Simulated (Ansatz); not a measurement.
Band edges of one free-standing SnSe layer cut from the bulk crystal (space group of the slab cell P4/nmm).

```yaml
crystal:
  lattice:
    - [4.31400, 0.00000, 0.00000]
    - [0.00000, 4.31400, 0.00000]
    - [0.00000, 0.00000, 16.04330]
  atoms:
    - { symbol: Sn, position: [0.50000, 0.00000, 0.40515] }
    - { symbol: Sn, position: [0.00000, 0.50000, 0.59485] }
    - { symbol: Se, position: [0.50000, 0.00000, 0.57734] }
    - { symbol: Se, position: [0.00000, 0.50000, 0.42266] }
```

Level of theory: Ansatz 0.2.0, DFT PBE, scalar-relativistic, plane waves, PAW; levels and slopes on a dense k mesh at the converged density. No spin polarisation. Mesh 50×50×1, interpolated with the band slopes. Cell and positions as given, without relaxation (largest force 0.4 eV/Å).

Masses come from a second pass at points close to the extrema; at the energies drawn a band may no longer be parabolic.

The gap is direct, 1.05 eV at this level of theory, which underestimates gaps and can reorder valleys that lie close.

Valence band: four equivalent maxima on the Γ–X line, principal masses 0.10 and 0.14 mₑ; one maximum at Γ, 0.18 eV below the edge, mass 1.21 mₑ in all directions; four equivalent maxima on the M–Γ line, 0.31 eV below the edge, principal masses 0.14 and 1.38 mₑ. Band 30 forms the valence edge; band 29 begins 0.36 eV lower (on the X–M line).
Conduction band: four equivalent minima on the Γ–X line, principal masses 0.12 and 0.12 mₑ; one minimum at Γ, 0.18 eV above the edge, mass 1.24 mₑ in all directions. Band 31 forms the conduction edge; band 32 begins 0.25 eV higher (on the X–M line).

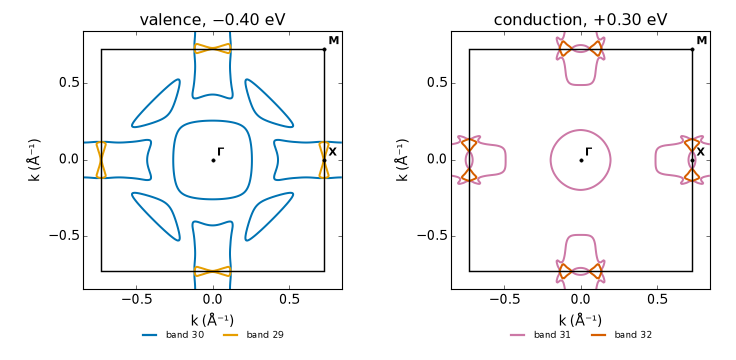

Constant-energy contours near the two band edges, measured from each edge.

Spin-orbit coupling, left out here, can change the gap, its kind, the place of the band edges and the masses, since the compound holds Sn and Se.
